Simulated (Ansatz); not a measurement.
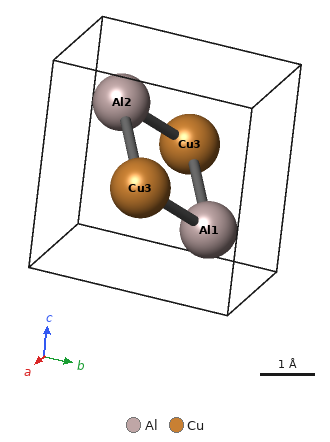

**Figure 1.** The structure as given in the input (ball-and-stick view of the reduced cell, seen slightly off an axis; atoms are numbered from 1 in the order of the input). An atom can appear more than once, as a periodic image.

**What a change does: single-point calculation on Al2Cu**

System: Al2Cu (Fm-3m, 3 atoms in the cell).
Method of run 1: DFT r2SCAN, scalar-relativistic, plane waves, PAW, no spin polarisation (Ansatz 0.2.0).

The structure derives from a Materials Project entry. Text and figures count atoms from 1; the logs count them from 0 in places.

Input file, run 1:
```yaml
crystal:
  lattice:
    - [4.0547150336, 0.0, 0.0]
    - [0.0, 5.7339750267, 0.0]
    - [2.0273575168, 2.8669875134, 2.0273575168]
  atoms:
    - { symbol: Al, position: [0.5, 0.75, 0.0] }
    - { symbol: Al, position: [0.5, 0.25, 0.0] }
    - { symbol: Cu, position: [0.0, 0.5, 0.0] }
basis:
  ecutwfc: 500
kpoints:
  mp_grid: { grid: [9, 6, 17] }
hamiltonian:
  xc: r2scan
scf:
  occupations: { method: gaussian, width: 0.1 }
output:
  forces: true
  stress: true
  eigenvalues: true
```

Launched with:
```bash
ansatz run input.yaml --threads 2 --pin off --max-ram 5120MiB --backend cpu --events-out ev --progress --plain --runs-dir out
```

Hardware: 2 threads of Intel Xeon @ 2.90GHz (Ice Lake), 192 GiB of memory available, shared host.

Output, shortened to warnings, some set-up lines, iterations and results (run 1):
```
Warning: 32 symmetry operations that the atoms keep within the bar at which the run's group was sought (crystal.symmetry.tolerance 1.0e-5, or twice it) were not taken beside the 16 unitary ones that the detection took (of a slab, those that keep its plane). If the more symmetric cell is meant, write the vectors of crystal.lattice to more decimals, or, with the positions in fractional coordinates, …
Warning: crystal.symmetry: narrowed to the stabiliser of the k-point mesh — unitary ops 16 → 2; excluded 14 operations that carry a point of the 9×6×17 mesh (shift [0, 0, 0]) off the mesh (the run samples exactly the mesh kpoints.mp_grid names, as under crystal.symmetry.detect: false, and its converged state has the mesh's symmetry, not the crystal's; ε∞, the Born charges and the force constants …
Basis set: ecut = 500 eV, 1243 PW (Γ), exchange–correlation on 120×180×120 points (64 copies of the dense FFT grid, shifted against one another)
Symmetry: 2 space group operations
k-points: 460 of 918
Initial density: superposition of atomic densities (neutral atoms: chi_scale 0, normalization atom), corrected by the library's trained network
[...]
SCF iter   1: F=—  HF=-7712.692322 eV  |F-HF|=—  |Δ(HF+E_count)|=         —  Δρ=2.29e-2  dr2=1.79e-1  dr2_τ=1.13e-2  ethr=1.77e-3  ⟨swp⟩=5.2  Hψ=40111  notcnv=0
SCF iter   2: F=—  HF=-7712.722273 eV  |F-HF|=—  |Δ(HF+E_count)|=   3.00e-2  Δρ=1.85e-2  dr2=8.13e-2  dr2_τ=8.96e-4  ethr=7.14e-4  ⟨swp⟩=2.0  Hψ=16732  notcnv=0  defer=129
SCF iter   3: F=—  HF=-7712.697262 eV  |F-HF|=—  |Δ(HF+E_count)|=   2.50e-2  Δρ=4.41e-3  dr2=1.19e-2  dr2_τ=2.83e-5  ethr=3.25e-4  ⟨swp⟩=2.0  Hψ=12959  notcnv=0  defer=129
SCF iter   4: F=—  HF=-7712.694253 eV  |F-HF|=—  |Δ(HF+E_count)|=   3.01e-3  Δρ=1.42e-3  dr2=5.96e-4  dr2_τ=8.53e-6  ethr=4.76e-5  ⟨swp⟩=1.0  Hψ=11503  notcnv=0  defer=126
SCF iter   5: F=—  HF=-7712.694371 eV  |F-HF|=—  |Δ(HF+E_count)|=   1.18e-4  Δρ=5.53e-4  dr2=1.68e-4  dr2_τ=8.25e-7  ethr=2.38e-6  ⟨swp⟩=2.0  Hψ=10306  notcnv=0  defer=126
SCF iter   6: F=—  HF=-7712.694353 eV  |F-HF|=—  |Δ(HF+E_count)|=   1.85e-5  Δρ=2.46e-4  dr2=3.46e-5  dr2_τ=1.02e-7  ethr=6.72e-7  ⟨swp⟩=2.0  Hψ=11663  notcnv=0  defer=126
SCF iter   7: F=—  HF=-7712.694350 eV  |F-HF|=—  |Δ(HF+E_count)|=   3.15e-6  Δρ=7.67e-5  dr2=3.60e-6  dr2_τ=1.02e-8  ethr=1.38e-7  ⟨swp⟩=1.0  Hψ=7760  notcnv=0  defer=126
SCF iter   8: F=—  HF=-7712.694350 eV  |F-HF|=—  |Δ(HF+E_count)|=   1.51e-7  Δρ=1.51e-5  dr2=1.81e-7  dr2_τ=7.14e-10  ethr=1.44e-8  ⟨swp⟩=2.1  Hψ=11216  notcnv=0  defer=126
SCF iter   9: F=-7712.694350 eV  HF=-7712.694350 eV  |F-HF|=2.41e-9  |Δ(HF+E_count)|=   2.56e-8  Δρ=2.88e-6  dr2=5.32e-9  dr2_τ=4.26e-11  ethr=4.00e-10  ⟨swp⟩=5.0  Hψ=27128  …
SCF 1 converged in 9 iterations: F = -7712.694350 eV  dr2 = 5.32e-9
SCF converged after 9 iterations
Free energy (F): -7712.694350 eV
Harris-Foulkes:  -7712.694350 eV  (|F-HF|=2.41e-9)
Internal energy: -7712.690365 eV  (E = F + TS)
E sigma→0 (E₀):  -7712.692357 eV
Entropy (-TS):   -0.003985 eV (-1.328 meV/atom)
Fermi energy:    9.298619 eV
--- Per-component energies (eV) ---
  E_band       = -517.895386
  E_kinetic    = 346.477042
  E_local      = -5896.316266  (includes V_loc(G=0)·N_el)
  E_nonlocal   = 404.485228
  E_hartree    = 2643.972535
  E_xc         = -158.843297
  E_vxc        = -190.050487  (∫ρ·V_xc dr)
  E_paw        = -2616.021217  (= ΣΔE_a)
  E_vpaw       = -482.574084  (= ΣTr[D̂ρ^β])
  E_aug_tail   = 0.000146  (compensation charges beyond the density's cutoff)
  E_vtau       = 12.144163  (kinetic-family band-sum trace: ∫τ·v_τ [+ j·A + Jᵃ·Aᵃ] dr)
  E_ewald      = -2436.023211
  E_core_change = -0.421324  (= ΣΔE_core)
  E_smearing   = -0.003985  (= −TS)
  E_closure    = 0.000000  (closes the sum)
  Σ components = -7712.694350   (vs F -7712.694350, Δ=0.00e0)
--- Forces (eV/Å), atoms counted from 1 ---
  atom   1  Al    -0.00497522     0.00246653    -0.01271467
  atom   2  Al     0.00497522    -0.00246653     0.01271467
  atom   3  Cu     0.00000000     0.00000000     0.00000000
  max |Σ_I F_I| component: 0.00e0 eV/Å
--- Stress (GPa, compression-positive) ---
        0.049805       0.280415       0.162675
        0.280415      -0.590160      -0.159935
        0.162675      -0.159935       0.581439
  P = ⅓ Tr σ = 0.0137 GPa (0.137 kbar)
```

For run 2 the input was changed thus:
```diff
-basis:
-  ecutwfc: 500
+  initial_density: { chi_scale: 0.3 }
+accuracy: high
```

Predict how the results change.

The energy doesn't change within 0.01 meV per atom. The SCF takes 15 iterations against 9. On the same kind of shared host run 2 took about 1.8 times as long. The two runs start from different initial densities, which also moves the count.

Output, shortened to warnings, some set-up lines, iterations and results (run 2):
```
Warning: 32 symmetry operations that the atoms keep within the bar at which the run's group was sought (crystal.symmetry.tolerance 1.0e-5, or twice it) were not taken beside the 16 unitary ones that the detection took (of a slab, those that keep its plane). If the more symmetric cell is meant, write the vectors of crystal.lattice to more decimals, or, with the positions in fractional coordinates, …
Warning: crystal.symmetry: narrowed to the stabiliser of the k-point mesh — unitary ops 16 → 2; excluded 14 operations that carry a point of the 9×6×17 mesh (shift [0, 0, 0]) off the mesh (the run samples exactly the mesh kpoints.mp_grid names, as under crystal.symmetry.detect: false, and its converged state has the mesh's symmetry, not the crystal's; ε∞, the Born charges and the force constants …
Basis set: ecut = 500 eV, 1243 PW (Γ), exchange–correlation on 180×240×180 points (125 copies of the dense FFT grid, shifted against one another)
Symmetry: 2 space group operations
k-points: 460 of 918
Initial density: superposition of atomic densities (chi_scale 0.3, normalization cell, long waves kept (reshape's long-wave potential 0.00 eV rms))
[...]
SCF iter   1: F=—  HF=-7716.592532 eV  |F-HF|=—  |Δ(HF+E_count)|=         —  Δρ=3.43e-1  dr2=4.15e1  dr2_τ=1.16e-1  ethr=3.10e-3  ⟨swp⟩=5.2  Hψ=39980  notcnv=0
SCF iter   2: F=—  HF=-7720.265931 eV  |F-HF|=—  |Δ(HF+E_count)|=    3.67e0  Δρ=2.79e-1  dr2=1.86e1  dr2_τ=1.73e-1  ethr=3.10e-3  ⟨swp⟩=4.0  Hψ=30717  notcnv=0  defer=98
SCF iter   3: F=—  HF=-7712.681376 eV  |F-HF|=—  |Δ(HF+E_count)|=    7.58e0  Δρ=4.74e-2  dr2=4.25e-1  dr2_τ=3.08e-3  ethr=3.10e-3  ⟨swp⟩=3.3  Hψ=24577  notcnv=0  defer=130
SCF iter   4: F=—  HF=-7712.657286 eV  |F-HF|=—  |Δ(HF+E_count)|=   2.41e-2  Δρ=1.70e-2  dr2=1.13e-1  dr2_τ=2.08e-3  ethr=1.70e-3  ⟨swp⟩=2.0  Hψ=16742  notcnv=0  defer=129
SCF iter   5: F=—  HF=-7712.736785 eV  |F-HF|=—  |Δ(HF+E_count)|=   7.95e-2  Δρ=2.79e-2  dr2=2.65e-1  dr2_τ=8.87e-4  ethr=4.51e-4  ⟨swp⟩=2.3  Hψ=16903  notcnv=0  defer=128  …
[... 6 lines ...]
SCF iter  12: F=—  HF=-7712.694351 eV  |F-HF|=—  |Δ(HF+E_count)|=   2.28e-9  Δρ=4.16e-6  dr2=5.96e-9  dr2_τ=5.83e-11  ethr=8.36e-11  ⟨swp⟩=2.1  Hψ=10751  notcnv=0
SCF iter  13: F=—  HF=-7712.694351 eV  |F-HF|=—  |Δ(HF+E_count)|=  5.39e-10  Δρ=1.79e-6  dr2=1.13e-9  dr2_τ=8.01e-12  ethr=2.38e-11  ⟨swp⟩=2.3  Hψ=12160  notcnv=0
SCF iter  14: F=—  HF=-7712.694351 eV  |F-HF|=—  |Δ(HF+E_count)|=  1.14e-10  Δρ=5.75e-7  dr2=1.19e-10  dr2_τ=1.17e-12  ethr=4.52e-12  ⟨swp⟩=2.4  Hψ=10660  notcnv=0
SCF iter  15: F=-7712.694351 eV  HF=-7712.694351 eV  |F-HF|=4.55e-12  |Δ(HF+E_count)|=  1.00e-11  Δρ=8.39e-8  dr2=2.45e-12  dr2_τ=2.75e-14  ethr=1.00e-12  ⟨swp⟩=5.5  Hψ=31087 …
SCF 1 converged in 15 iterations: F = -7712.694351 eV  dr2 = 2.45e-12
SCF converged after 15 iterations
Free energy (F): -7712.694351 eV
Harris-Foulkes:  -7712.694351 eV  (|F-HF|=4.55e-12)
Internal energy: -7712.690366 eV  (E = F + TS)
E sigma→0 (E₀):  -7712.692358 eV
Entropy (-TS):   -0.003985 eV (-1.328 meV/atom)
Fermi energy:    9.298634 eV
--- Per-component energies (eV) ---
  E_band       = -517.894008
  E_kinetic    = 346.477012
  E_local      = -5896.310660  (includes V_loc(G=0)·N_el)
  E_nonlocal   = 404.484264
  E_hartree    = 2643.967574
  E_xc         = -158.843394
  E_vxc        = -190.050607  (∫ρ·V_xc dr)
  E_paw        = -2616.020772  (= ΣΔE_a)
  E_vpaw       = -482.573604  (= ΣTr[D̂ρ^β])
  E_aug_tail   = 0.000146  (compensation charges beyond the density's cutoff)
  E_vtau       = 12.144159  (kinetic-family band-sum trace: ∫τ·v_τ [+ j·A + Jᵃ·Aᵃ] dr)
  E_ewald      = -2436.023211
  E_core_change = -0.421324  (= ΣΔE_core)
  E_smearing   = -0.003985  (= −TS)
  E_closure    = 0.000000  (closes the sum)
  Σ components = -7712.694351   (vs F -7712.694351, Δ=0.00e0)
--- Forces (eV/Å), atoms counted from 1 ---
  atom   1  Al    -0.00497293     0.00246625    -0.01271237
  atom   2  Al     0.00497293    -0.00246625     0.01271237
  atom   3  Cu     0.00000000     0.00000000     0.00000000
  max |Σ_I F_I| component: 0.00e0 eV/Å
--- Stress (GPa, compression-positive) ---
        0.049614       0.280424       0.162678
        0.280424      -0.590357      -0.159950
        0.162678      -0.159950       0.581246
  P = ⅓ Tr σ = 0.0135 GPa (0.135 kbar)
```

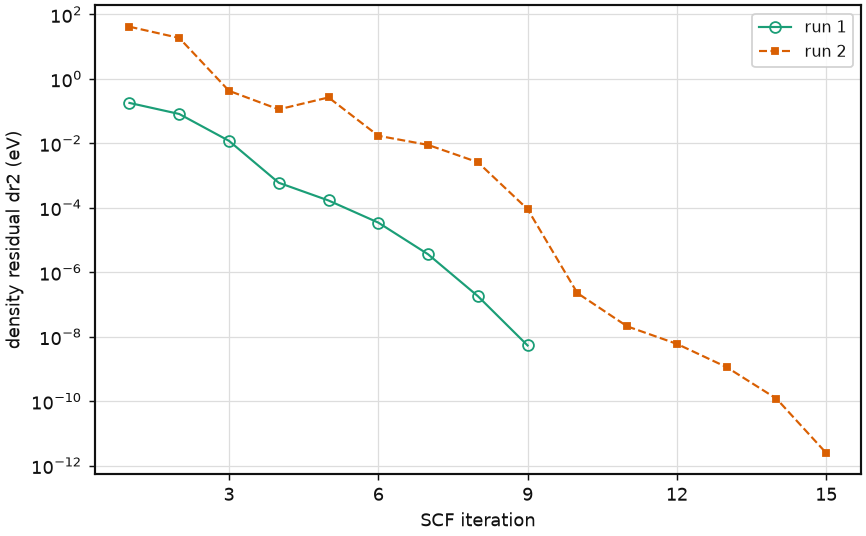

**Figure 2.** Convergence of the two runs: density residual dr2 against the SCF iteration. Run 1 takes 9 iterations in all, and run 2 takes 15.

The two runs side by side:

| quantity | run 1 | run 2 |
| --- | --- | --- |
| outcome | converged | converged |
| free energy per atom (eV) | −2570.8981 | −2570.8981 |
| energy per atom, smearing taken to zero (eV) | −2570.8975 | −2570.8975 |
| gap on the mesh (eV) | 0.00 | 0.00 |
| pressure (GPa) | 0.01 | 0.01 |
| largest force (eV/Å) | 0.014 | 0.014 |
| SCF iterations | 9 | 15 |
| irreducible k-points | 460 | 460 |
| plane waves at Γ | 1243 | 1243 |
| wall time (shared host) | 27 s | 49 s |

For both runs: Warnings: near-symmetries of the structure were not used; the k-point mesh lowers the symmetry that the run can use.
